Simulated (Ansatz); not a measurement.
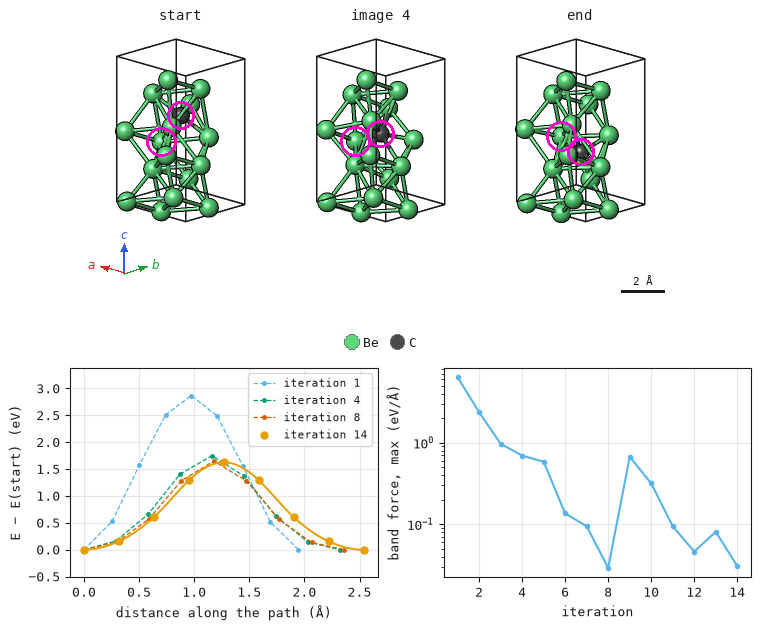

A search for the minimum-energy path of Be with an interstitial C (17 atoms in the cell) by the nudged elastic band. Images are numbered from 0 (start) to 8 (end). The plot follows the band through its iterations. A ball-and-stick model of the simulation cell (origin moved), seen from a free direction. The atoms that move most are ringed. Bonds to atoms that aren't drawn are left out.

Method: DFT PBEsol, scalar-relativistic, plane waves, PAW (Ansatz 0.2.0). Settings: plane-wave cutoff 420 eV; k-point mesh 5 × 6 × 4; Gaussian smearing 0.15 eV; 7 movable images; climbing image; force threshold 0.05 eV/Å; iteration limit 41; starting path by image-dependent pair potential.

How did the profile develop, and is the result final?

The result is final at these settings. The band converged in 14 iterations. The largest component of the band force went from 6.4 to 0.031 eV/Å. The climbing image converged on the top of the path. A check of its curvatures found one unstable direction (−6.6 eV/Å²), as a transition state must have. The first iteration put the highest image at 2.87 eV. The barrier is about 1.63 eV in both directions, with image 4 at the top; the ends have the same energy.

Limits of the set-up: the periodic images lie only 4.0 Å apart, so the values are limited by the cell's size.

The run took 19 min on 2 threads of AMD EPYC 9R14 (Zen 4) (shared host), peak memory 1.6 GiB.
